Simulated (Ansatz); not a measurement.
ZnS: geometry relaxation (part 2 of 2)

The same run, continued: ZnS (P6₃mc, 16 atoms in the cell); DFT r2SCAN, scalar-relativistic, plane waves, PAW, no spin polarisation (Ansatz 0.2.0); cutoff 500 eV, 6×6×1 k-mesh, Gaussian smearing of 0.02 eV. The structure derives from a Materials Project entry. It belongs to a series of runs on one base structure; here: structure listed in a database for this formula (P6_3mc, No. 186).

Geometry of the input (Å; fractional positions):
```
3.8084  0.0000  0.0000
-1.9042  3.2982  0.0000
0.0000  0.0000  24.8910
Zn 0.3333  0.6667  0.7499
Zn 0.3333  0.6667  0.1248
Zn 0.0000  0.0000  0.0000
Zn 0.6667  0.3333  0.8753
Zn 0.6667  0.3333  0.2499
Zn 0.3333  0.6667  0.3753
Zn 0.0000  0.0000  0.5000
Zn 0.6667  0.3333  0.6248
S  0.0000  0.0000  0.5937
S  0.6667  0.3333  0.9690
S  0.3333  0.6667  0.2185
S  0.6667  0.3333  0.3439
S  0.3333  0.6667  0.8439
S  0.3333  0.6667  0.4690
S  0.6667  0.3333  0.7185
S  0.0000  0.0000  0.0937
```

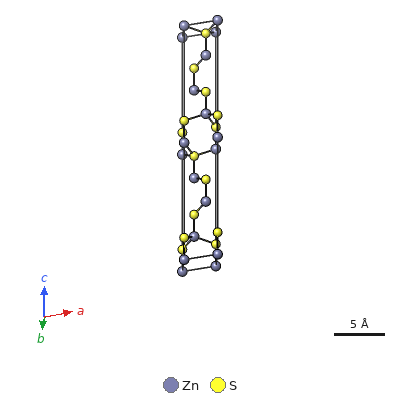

**Figure 1.** The geometry at step 3 of the log (ball-and-stick view of the cell of the calculation, seen at an oblique angle).

**Output, continued**
```
--- Forces (eV/Å), atoms counted from 1 ---
  atom   1  Zn     0.00000000    -0.00000000     0.00268255
  atom   2  Zn    -0.00000000     0.00000000     0.00170283
  atom   3  Zn    -0.00000000     0.00000000     0.00125886
  atom   4  Zn    -0.00000000     0.00000000     0.00088127
  atom   5  Zn    -0.00000000     0.00000000     0.00268255
  atom   6  Zn     0.00000000    -0.00000000     0.00088127
  atom   7  Zn     0.00000000    -0.00000000     0.00125886
  atom   8  Zn     0.00000000    -0.00000000     0.00170283
  atom   9  S     -0.00000000     0.00000000    -0.00153864
  atom  10  S      0.00000000    -0.00000000    -0.00060342
  atom  11  S      0.00000000    -0.00000000    -0.00252979
  atom  12  S      0.00000000     0.00000000    -0.00187548
  atom  13  S      0.00000000    -0.00000000    -0.00187548
  atom  14  S     -0.00000000     0.00000000    -0.00060342
  atom  15  S     -0.00000000     0.00000000    -0.00252979
  atom  16  S      0.00000000    -0.00000000    -0.00153864
  max |Σ_I F_I| component: 4.36e-5 eV/Å
--- Stress (GPa, compression-positive) ---
        0.002577      -0.000000      -0.000000
       -0.000000       0.002577      -0.000000
       -0.000000      -0.000000      -0.008193
  P = ⅓ Tr σ = -0.0010 GPa (-0.010 kbar)
--- Band table (eV; the first three rows and the last of 7) ---
  k-point 0: bands = ["-8.1226", "-8.0050", "-7.9967", "-7.6863", "-7.6805", "-7.3283", "-7.3190", "-7.1586", "-0.9188", "-0.9139", "-0.9109", "-0.9109", "-0.9051", "-0.8999", "-0.8999", "-0.8808", "-0.8808", "-0.8671", "-0.8571", "-0.8519", "-0.8519", "-0.8388", "-0.8388", "-0.8107", "-0.8107", "-0.8026", "-0.8026", "-0.7925", "-0.7925", "-0.6362", "-0.6303", "-0.3798", "-0.3798", "-0.3775", "-0.3775", "-0.3695", "-0.3695", "-0.3694", "-0.3694", "-0.3592", "-0.3592", "-0.3524", "-0.3524", "-0.3338", "-0.3338", "-0.3293", "-0.3293", "-0.1625", "0.1620", "1.1497", "1.1586", "2.7370", "2.7477", "4.5012", "4.5205", "4.7111", "4.7111", "4.8279", "4.8279", "4.8320", "4.8320", "5.1299", "5.1299", "5.1362", "5.1362", "5.4625", "5.4625", "5.4719", "5.4719", "5.5977", "5.6181", "5.6181", "8.3389", "9.1050", "9.1874", "9.3731", "9.4341", "9.5575", "9.6089", "9.7264", "12.3508", "12.4122", "12.4432", "12.4432", "12.5223", "12.5850", "12.5850", "12.7423"]
  k-point 1: bands = ["-7.9337", "-7.8249", "-7.8169", "-7.5321", "-7.5262", "-7.2086", "-7.1993", "-7.0571", "-0.9366", "-0.9321", "-0.9038", "-0.8850", "-0.8783", "-0.8736", "-0.8731", "-0.8603", "-0.8466", "-0.8416", "-0.8404", "-0.8062", "-0.8027", "-0.8004", "-0.7932", "-0.7931", "-0.7895", "-0.7670", "-0.7573", "-0.7495", "-0.7359", "-0.6150", "-0.6088", "-0.4118", "-0.4033", "-0.3914", "-0.3898", "-0.3834", "-0.3816", "-0.3773", "-0.3598", "-0.3590", "-0.3527", "-0.3472", "-0.3400", "-0.3257", "-0.3212", "-0.3204", "-0.3017", "-0.1128", "0.4410", "1.2795", "1.2863", "2.6101", "2.6253", "3.5211", "3.6728", "3.6989", "3.7594", "3.7839", "4.2611", "4.2909", "4.2947", "4.3335", "4.4352", "4.4409", "4.8024", "4.8053", "4.8771", "4.9591", "5.2040", "5.2113", "5.3710", "5.3903", "9.4181", "9.8719", "9.9769", "10.3076", "10.3734", "10.5152", "10.5410", "10.6972", "11.4501", "11.4900", "11.8833", "12.0530", "12.2111", "12.4850", "12.5348", "12.7925"]
  k-point 2: bands = ["-7.4803", "-7.4009", "-7.3942", "-7.1927", "-7.1871", "-6.9747", "-6.9657", "-6.8753", "-0.9432", "-0.9243", "-0.8928", "-0.8543", "-0.8247", "-0.8113", "-0.8103", "-0.7963", "-0.7913", "-0.7898", "-0.7738", "-0.7461", "-0.7230", "-0.7178", "-0.7066", "-0.6774", "-0.6628", "-0.6465", "-0.6393", "-0.6183", "-0.6151", "-0.5383", "-0.5139", "-0.4231", "-0.3980", "-0.3870", "-0.3736", "-0.3703", "-0.3639", "-0.3574", "-0.3414", "-0.3403", "-0.3367", "-0.3185", "-0.3166", "-0.3085", "-0.3001", "-0.2196", "-0.1921", "-0.0240", "0.8647", "1.0608", "1.1190", "1.4293", "1.4887", "1.9916", "2.0610", "2.3174", "2.4568", "2.8220", "2.8772", "3.6097", "3.6565", "3.7777", "3.7873", "3.8171", "4.2203", "4.2242", "4.3307", "4.5403", "4.7073", "4.7133", "4.8479", "4.9337", "9.6543", "9.7909", "9.8469", "9.9824", "10.2177", "10.3350", "10.3589", "10.6766", "10.7927", "10.9246", "11.4488", "11.8827", "12.4036", "12.5851", "12.7033", "13.0894"]
  k-point 6: bands = ["-6.9226", "-6.9226", "-6.9204", "-6.9204", "-6.9147", "-6.9147", "-6.9013", "-6.9013", "-0.8219", "-0.8121", "-0.7896", "-0.7896", "-0.7808", "-0.7808", "-0.7160", "-0.7133", "-0.7133", "-0.6930", "-0.6655", "-0.6655", "-0.6531", "-0.6531", "-0.6369", "-0.6274", "-0.4709", "-0.4709", "-0.4327", "-0.4295", "-0.4293", "-0.4293", "-0.4246", "-0.4246", "-0.3898", "-0.3886", "-0.3740", "-0.3740", "-0.3625", "-0.3559", "-0.3559", "-0.3482", "-0.1076", "-0.1076", "-0.0753", "-0.0639", "-0.0563", "-0.0563", "-0.0435", "-0.0435", "0.8113", "0.8113", "0.8427", "0.8689", "0.8689", "0.8741", "1.0790", "1.0790", "2.0430", "2.2074", "2.4129", "2.4129", "2.6345", "2.6345", "2.7938", "3.0678", "3.5090", "3.5090", "3.7960", "3.9121", "3.9121", "3.9510", "4.0413", "4.0413", "10.3704", "10.6413", "10.6413", "10.7402", "10.7402", "10.9301", "11.2879", "11.7095", "11.7095", "12.2048", "12.2048", "12.2741", "12.6468", "12.6468", "12.8397", "12.9914"]
--- Relaxed structure (3 steps of the walk, 3 accepted, 1 SCFs on fresh bases) ---
  F+E_penalty+E_count = -33867.58388942 eV   max|allowed force component| = 2.685e-3 eV/Å   (the final SCF, on the basis selected at the relaxed cell)
  cell:  # Å, volume = 313.1438 Å³
    - [3.8099180472875966, -2.8879243993561857e-11, -1.0041309613729149e-33]
    - [-1.9049590236187885, 3.299485815302301, -1.4906120654163931e-33]
    - [-4.7087549761681384e-33, 2.9429718601050866e-35, 24.910472600755806]
  atoms:
    - { symbol: Zn, position: [0.33333333333333337, 0.6666666666666667, 0.7500325635280145] }
    - { symbol: Zn, position: [0.33333333333333337, 0.6666666666666667, 0.12494008109592375] }
    - { symbol: Zn, position: [-1.3971548446452683e-35, -1.417273042205503e-34, 3.636022661137038e-5] }
    - { symbol: Zn, position: [0.6666666666666667, 0.3333333333333334, 0.8751550906405051] }
    - { symbol: Zn, position: [0.6666666666666667, 0.3333333333333334, 0.25003256352801445] }
    - { symbol: Zn, position: [0.33333333333333337, 0.6666666666666667, 0.37515509064050523] }
    - { symbol: Zn, position: [4.7822674488550684e-35, 4.032841317521086e-34, 0.5000363602266114] }
    - { symbol: Zn, position: [0.6666666666666667, 0.3333333333333334, 0.6249400810959238] }
    - { symbol: S, position: [4.703030851641763e-35, 1.3990248914874478e-35, 0.5937228776067831] }
    - { symbol: S, position: [0.6666666666666667, 0.3333333333333334, 0.9688103829544339] }
    - { symbol: S, position: [0.33333333333333337, 0.6666666666666667, 0.21862059301348358] }
    - { symbol: S, position: [0.6666666666666667, 0.3333333333333334, 0.3438800509342445] }
    - { symbol: S, position: [0.33333333333333337, 0.6666666666666667, 0.8438800509342443] }
    - { symbol: S, position: [0.33333333333333337, 0.6666666666666667, 0.46881038295443406] }
    - { symbol: S, position: [0.6666666666666667, 0.3333333333333334, 0.7186205930134835] }
    - { symbol: S, position: [8.144289880454889e-35, 1.5024310790820523e-34, 0.09372287760678308] }
```

**Trajectory as extended XYZ (Å, eV, eV/Å), 4 frames, from step=1 to step=4**
```
16
Lattice="3.8084 0.0000 0.0000 -1.9042 3.2982 0.0000 0.0000 0.0000 24.8910" Properties=species:S:1:pos:R:3:forces:R:3 step=1 energy=-33867.58340 pressure_GPa=0.12
Zn    0.0000    2.1988   18.6661    0.0000   0.0000   0.0205
Zn    0.0000    2.1988    3.1060    0.0000   0.0000   0.0149
Zn    0.0000    0.0000    0.0011    0.0000   0.0000   0.0076
Zn    1.9042    1.0994   21.7877    0.0000   0.0000  -0.0180
Zn    1.9042    1.0994    6.2206    0.0000   0.0000   0.0205
Zn    0.0000    2.1988    9.3422    0.0000   0.0000  -0.0180
Zn    0.0000    0.0000   12.4465    0.0000   0.0000   0.0076
Zn    1.9042    1.0994   15.5515    0.0000   0.0000   0.0149
S     0.0000    0.0000   14.7781    0.0000   0.0000  -0.0038
S     1.9042    1.0994   24.1190    0.0000   0.0000  -0.0193
S     0.0000    2.1988    5.4387    0.0000   0.0000   0.0069
S     1.9042    1.0994    8.5607    0.0000   0.0000  -0.0087
S     0.0000    2.1988   21.0062    0.0000   0.0000  -0.0087
S     0.0000    2.1988   11.6736    0.0000   0.0000  -0.0193
S     1.9042    1.0994   17.8842    0.0000   0.0000   0.0069
S     0.0000    0.0000    2.3326    0.0000   0.0000  -0.0038
16
Lattice="3.8092 0.0000 0.0000 -1.9046 3.2988 0.0000 0.0000 0.0000 24.9056" Properties=species:S:1:pos:R:3:forces:R:3 step=2 energy=-33867.58378 pressure_GPa=0.05
Zn    0.0000    2.1992   18.6790    0.0000   0.0000   0.0114
Zn    0.0000    2.1992    3.1107    0.0000   0.0000   0.0067
Zn    0.0000    0.0000    0.0008    0.0000   0.0000   0.0041
Zn    1.9046    1.0996   21.7975    0.0000   0.0000  -0.0058
Zn    1.9046    1.0996    6.2262    0.0000   0.0000   0.0114
Zn    0.0000    2.1992    9.3447    0.0000   0.0000  -0.0058
Zn    0.0000    0.0000   12.4536    0.0000   0.0000   0.0041
Zn    1.9046    1.0996   15.5635    0.0000   0.0000   0.0067
S     0.0000    0.0000   14.7870    0.0000   0.0000  -0.0035
S     1.9046    1.0996   24.1298    0.0000   0.0000  -0.0033
S     0.0000    2.1992    5.4444    0.0000   0.0000  -0.0039
S     1.9046    1.0996    8.5649    0.0000   0.0000  -0.0058
S     0.0000    2.1992   21.0177    0.0000   0.0000  -0.0058
S     0.0000    2.1992   11.6770    0.0000   0.0000  -0.0033
S     1.9046    1.0996   17.8972    0.0000   0.0000  -0.0039
S     0.0000    0.0000    2.3342    0.0000   0.0000  -0.0035
16
Lattice="3.8099 0.0000 0.0000 -1.9050 3.2995 0.0000 0.0000 0.0000 24.9105" Properties=species:S:1:pos:R:3:forces:R:3 step=3 energy=-33867.58379 pressure_GPa=-0.00
Zn    0.0000    2.1997   18.6837    0.0000   0.0000   0.0027
Zn    0.0000    2.1997    3.1123    0.0000   0.0000   0.0017
Zn    0.0000    0.0000    0.0009    0.0000   0.0000   0.0013
Zn    1.9050    1.0998   21.8005    0.0000   0.0000   0.0009
Zn    1.9050    1.0998    6.2284    0.0000   0.0000   0.0027
Zn    0.0000    2.1997    9.3453    0.0000   0.0000   0.0009
Zn    0.0000    0.0000   12.4561    0.0000   0.0000   0.0013
Zn    1.9050    1.0998   15.5676    0.0000   0.0000   0.0017
S     0.0000    0.0000   14.7899    0.0000   0.0000  -0.0015
S     1.9050    1.0998   24.1335    0.0000   0.0000  -0.0006
S     0.0000    2.1997    5.4459    0.0000   0.0000  -0.0025
S     1.9050    1.0998    8.5662    0.0000   0.0000  -0.0019
S     0.0000    2.1997   21.0215    0.0000   0.0000  -0.0019
S     0.0000    2.1997   11.6783    0.0000   0.0000  -0.0006
S     1.9050    1.0998   17.9012    0.0000   0.0000  -0.0025
S     0.0000    0.0000    2.3347    0.0000   0.0000  -0.0015
16
Lattice="3.8099 0.0000 0.0000 -1.9050 3.2995 0.0000 0.0000 0.0000 24.9105" Properties=species:S:1:pos:R:3:forces:R:3 step=4 energy=-33867.58389 pressure_GPa=-0.00
Zn    0.0000    2.1997   18.6837    0.0000   0.0000   0.0027
Zn    0.0000    2.1997    3.1123    0.0000   0.0000   0.0017
Zn    0.0000    0.0000    0.0009    0.0000   0.0000   0.0013
Zn    1.9050    1.0998   21.8005    0.0000   0.0000   0.0009
Zn    1.9050    1.0998    6.2284    0.0000   0.0000   0.0027
Zn    0.0000    2.1997    9.3453    0.0000   0.0000   0.0009
Zn    0.0000    0.0000   12.4561    0.0000   0.0000   0.0013
Zn    1.9050    1.0998   15.5676    0.0000   0.0000   0.0017
S     0.0000    0.0000   14.7899    0.0000   0.0000  -0.0015
S     1.9050    1.0998   24.1335    0.0000   0.0000  -0.0006
S     0.0000    2.1997    5.4459    0.0000   0.0000  -0.0025
S     1.9050    1.0998    8.5662    0.0000   0.0000  -0.0019
S     0.0000    2.1997   21.0215    0.0000   0.0000  -0.0019
S     0.0000    2.1997   11.6783    0.0000   0.0000  -0.0006
S     1.9050    1.0998   17.9012    0.0000   0.0000  -0.0025
S     0.0000    0.0000    2.3347    0.0000   0.0000  -0.0015
```

**Summary**

```tsv
quantity	value
outcome	converged
space group (tolerance 0.01 Å)	P6₃mc (186)
electrons treated	144
free energy	−33867.5839 eV
Fermi energy	6.979 eV
gap on the k-point mesh	2.72 eV
pressure	0.00 GPa
final volume	313.14 Å³
largest force (length of the vector) at the end	0.003 eV/Å
final cell	a = 3.810 Å, b = 3.810 Å, c = 24.910 Å, α = 90.00°, β = 90.00°, γ = 120.00°
wall time	23 s (CPU time 88 s)
peak memory	1.5 GiB
```
